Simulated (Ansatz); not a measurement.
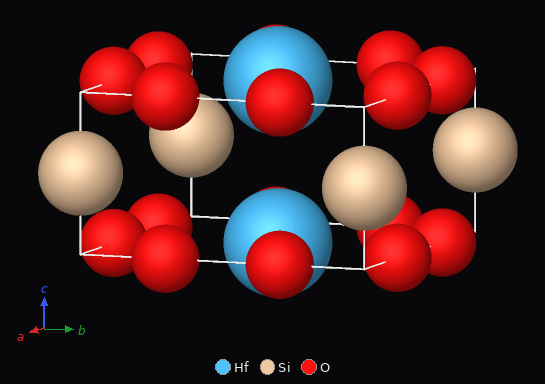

Spheres-only representation of a periodic structure, projected slightly off an axis. The parallelepiped is the simulation cell.

Input used:
```yaml
crystal:
  lattice:
    - [4.8942945477, 0.0, 0.0]
    - [0.0, 4.8942945477, 0.0]
    - [0.0, 0.0, 2.6291803874]
  atoms:
    - { symbol: Hf, position: [0.5, 0.5, 0.0] }
    - { symbol: Si, position: [0.0, 0.0, 0.5] }
    - { symbol: O, position: [0.298399639, 0.0, 0.0] }
    - { symbol: O, position: [0.701600361, 0.0, 0.0] }
    - { symbol: O, position: [0.0, 0.298399639, 0.0] }
    - { symbol: O, position: [0.0, 0.701600361, 0.0] }
basis:
  ecutwfc: 420
kpoints:
  mp_grid: { grid: [8, 8, 14] }
  band_path:
    path:
      - [[0.0, 0.0, 0.0], [0.0, 0.5, 0.0], [0.5, 0.5, 0.0], [0.0, 0.0, 0.0], [0.0, 0.0, 0.5], [0.0, 0.5, 0.5], [0.5, 0.5, 0.5], [0.0, 0.0, 0.5]]
      - [[0.0, 0.5, 0.0], [0.0, 0.5, 0.5]]
      - [[0.5, 0.5, 0.0], [0.5, 0.5, 0.5]]
    npoints: 14
hamiltonian:
  xc: pbe
scf:
  occupations: { method: gaussian, width: 0.1 }
  n_extra_bands: 15
output:
  forces: true
  stress: true
  eigenvalues: true
  populations: true
  dos: { projected: true, de: 0.02, nscf_kmesh: { grid: [10, 10, 17] } }
  bader: true
```
Run as:
```sh
ansatz run input.yaml --threads 1 --pin off --max-ram 2560MiB --backend cpu --events-out ev --progress --plain --runs-dir out
```

The calculation: DFT PBE, scalar-relativistic, plane waves, PAW in Ansatz, with E_cut = 420 eV, Brillouin-zone sampling on an 8×8×14 mesh, Gaussian smearing of 0.1 eV, no spin polarisation.

**What are the atomic charges by Bader's partition?**

Hf +1.47 e; Si +3.06 e; O -1.13 e.

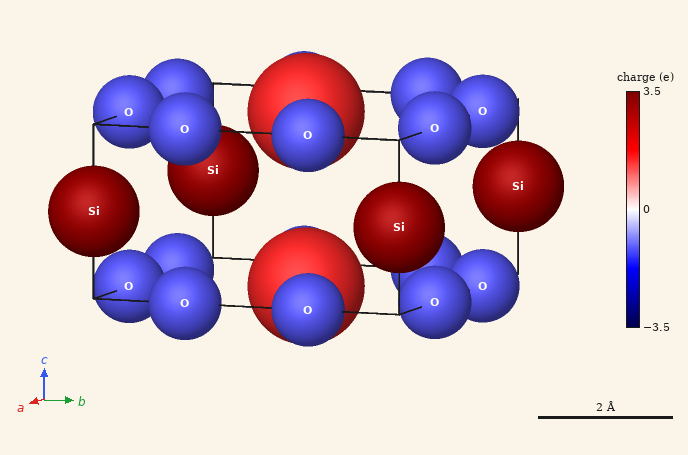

The atoms coloured by those charges.

Origin of the cell: a random cell made by a generator, so it need not be a real form of the compound. Earlier steps of the study may have refined or changed the cell and positions. An electronic-structure calculation with Ansatz was run on it.
